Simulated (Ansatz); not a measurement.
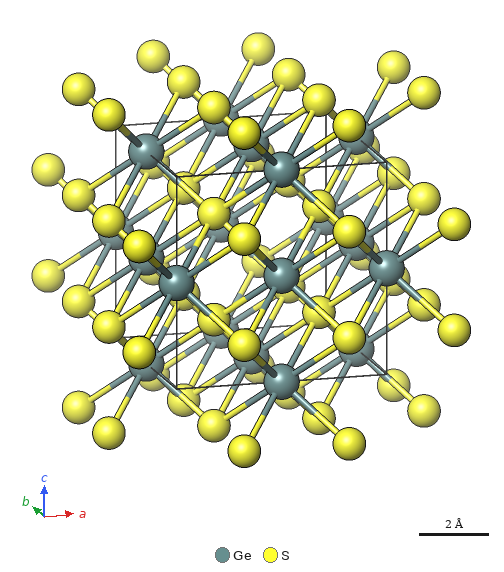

Solid Ge₃S₄ (a generated structure, set up in Im-3m), before the relaxation. Style: ball-and-stick. Shown: the conventional cell (2 times the calculation's cell), slightly off an axis. Lengths and directions refer to the drawn axes.

Method: DFT PBE, scalar-relativistic, plane waves, PAW (Ansatz).

Input
```yaml
crystal:
  lattice:
    - [-3.2047399183, 3.2047399183, 3.2047399183]
    - [3.2047399183, -3.2047399183, 3.2047399183]
    - [3.2047399183, 3.2047399183, -3.2047399183]
  atoms:
    - { symbol: Ge, position: [0.0, 0.5, 0.5] }
    - { symbol: Ge, position: [0.5, 0.0, 0.5] }
    - { symbol: Ge, position: [0.5, 0.5, 0.0] }
    - { symbol: S, position: [0.5, 0.5, 0.5] }
    - { symbol: S, position: [0.0, 0.0, 0.5] }
    - { symbol: S, position: [0.0, 0.5, 0.0] }
    - { symbol: S, position: [0.5, 0.0, 0.0] }
basis:
  ecutwfc: 420
kpoints:
  mp_grid: { grid: [8, 8, 8] }
hamiltonian:
  xc: pbe
scf:
  occupations: { method: gaussian, width: 0.1 }
output:
  forces: true
  stress: true
  eigenvalues: true
relax:
  adjacent_minimum: "off"
  f_tol: 0.01
  max_steps: 80
  cell: { stress_tol: 0.05 }
```

Launched with:
```bash
ansatz run input.yaml --threads 1 --pin off --max-ram 2048MiB --backend cpu --events-out ev --progress --plain --runs-dir out
```

**Where does the relaxation end?**

The atoms keep their places relative to the cell (all moves are under 0.005 Å). Cell: a = b = c 6.409 → 6.469 Å (+0.9 %). Volume +2.8 %. Near-neighbour distances that change, for instance: Ge1–S4 2.775 → 2.801 Å. The space group stays Im-3m (No. 229). Over 2 accepted moves (3 points after the start) the energy falls by 2.7 meV per atom. All forces vanish by symmetry, so only the cell relaxes. Pressure: 1.71 GPa at the start and −0.01 GPa at the end. At 1 point the geometry stayed and the basis and grid were re-selected for the new cell (energy shift of 0.1 meV per atom at most each time). Cost: 10 s on 1 thread of AMD EPYC 9R45 96-Core Processor (Zen 5), with other jobs on the host, peak memory 0.51 GiB.

History of the run:

| step | E − E(0), meV/atom | pressure, GPa | volume, Å³/atom | note |
| --- | --- | --- | --- | --- |
| 0 | 0.00 | 1.71 | 18.808 |  |
| 1 | -2.49 | -0.43 | 19.472 |  |
| 2 | -2.69 | -0.01 | 19.335 |  |
| 3 | -2.75 | -0.01 | 19.335 | same geometry, new basis |

The structure at the end:

```
CELL_PARAMETERS angstrom
-3.23442 3.23442 3.23442
3.23442 -3.23442 3.23442
3.23442 3.23442 -3.23442
ATOMIC_POSITIONS crystal
Ge 0.00000 0.50000 0.50000
Ge 0.50000 0.00000 0.50000
Ge 0.50000 0.50000 0.00000
S 0.50000 0.50000 0.50000
S 0.00000 0.00000 0.50000
S 0.00000 0.50000 0.00000
S 0.50000 0.00000 0.00000
```

The end point in the same view:

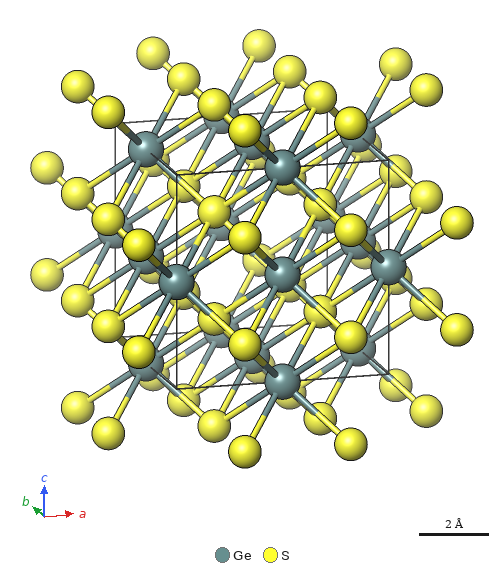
